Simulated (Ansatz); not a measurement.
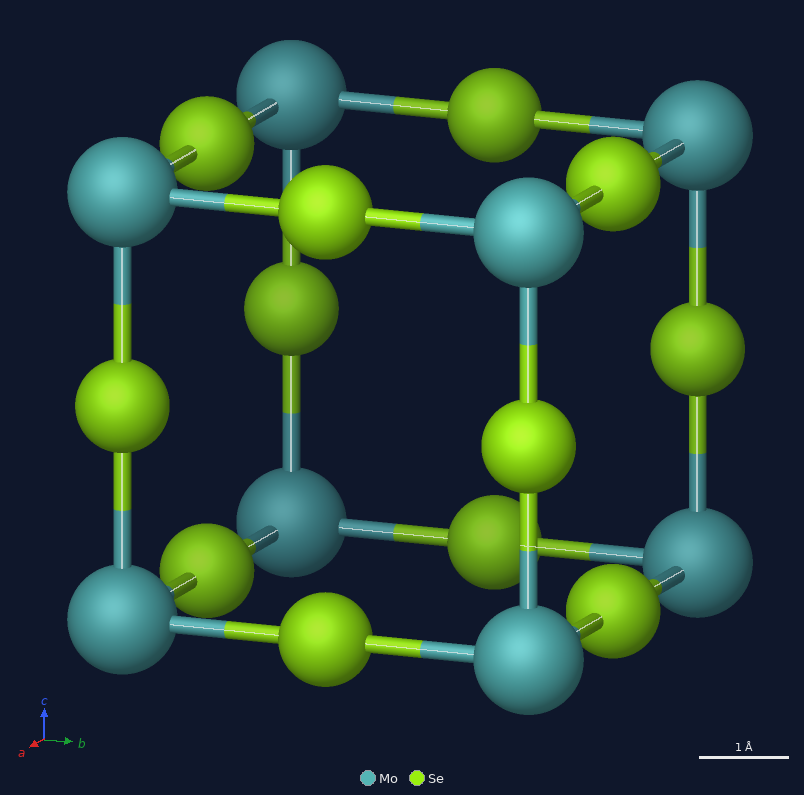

An orthographic ball-and-stick view of the structure, slightly off an axis. The edges of the conventional unit cell are marked. Cell: a = 4.95 Å, b = 4.95 Å, c = 4.95 Å, α = 90.00°, β = 90.00°, γ = 90.00°.

Starting structure: a random cell made by a generator, so it need not be a real form of the compound. Earlier steps of the study, as a rule a relaxation of our own, may have changed the cell and positions, so they can lie some per cent off the listed ones. An electronic-structure calculation with Ansatz was run on it.

### Summary of the structure:

The formula is MoSe3. Space group Pm-3m (No. 221), lattice primitive cubic. The structure is of the kind named ReO₃ type. The cell has 4 atoms, namely 1 Mo, 3 Se. Mo bonds to six Se in an octahedral arrangement at about 2.5 Å. Around each Se lie two Mo in a linear arrangement at about 2.5 Å. The bonds build a three-dimensional framework.

Run with DFT PBE, scalar-relativistic, plane waves, PAW in Ansatz 0.2.0 and these settings: wavefunction cutoff 420 eV, Brillouin-zone sampling on a 10×10×10 mesh, Gaussian smearing of 0.1 eV, no spin polarisation.

### Is it conducting or gapped at this level?

A metal: bands cross the Fermi level.

### State the Bader charges by element.

Mo +1.22 e; Se -0.41 e.

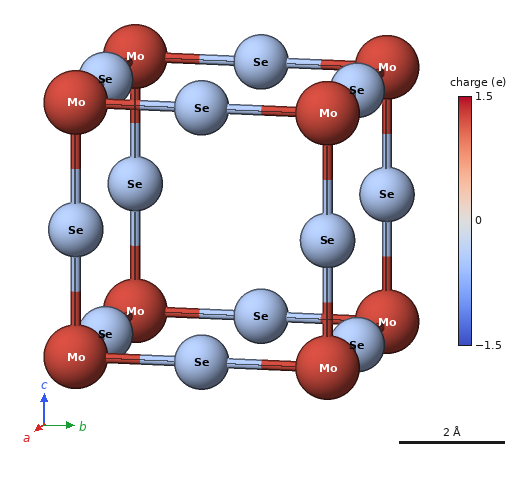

The atoms coloured by those charges. The run's cell of 4 atoms is drawn.

### Is this the optimised geometry for these settings?

Yes. All forces vanish to within 0.01 eV/Å. The pressure is 0.0 GPa, close to zero.
